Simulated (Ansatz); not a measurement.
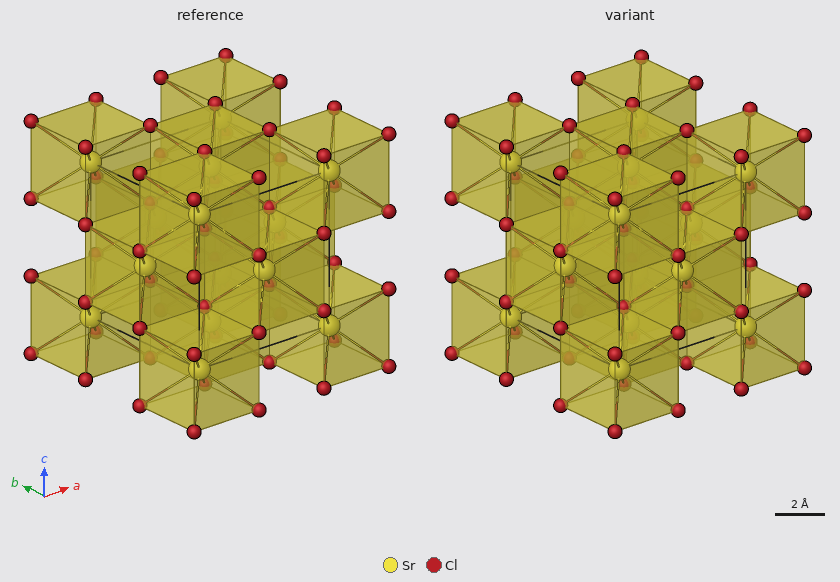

Left: crystalline SrCl₂ (built on the measured structure type) at its r2SCAN-relaxed geometry. Right: the same structure after one change, at the same scale. Style: polyhedral. Shown: the conventional cell (4 times the calculation's cell), from a free direction. Lengths and directions refer to the drawn axes.

Theory: Ansatz 0.2.0, DFT, PBE, plane waves, PAW. Settings: plane-wave cutoff 420 eV; k-point mesh 6 × 6 × 6; occupations fermi dirac; smearing width 0.02 eV; no spin polarisation.

What distinguishes the right structure from the left one?

Answer. The cell is strained by −2.7 % along a and none across it (volume −2.7 %). The atoms were relaxed with r2SCAN under that strain, and this is a single point on that geometry.

And its effect?

Answer. Among the bonded contacts that change: Cl–Sr 3.029 → 3.002 Å. The space group (tolerance 0.01 Å) goes from Fm-3m (No. 225) to I4/mmm (No. 139). Energy change: +8.1 meV per atom. The pressure goes from 0.7 to 1.8 GPa. The principal stresses (compression positive) are 2.7 GPa along a and 1.3 GPa across it. All forces vanish by symmetry.
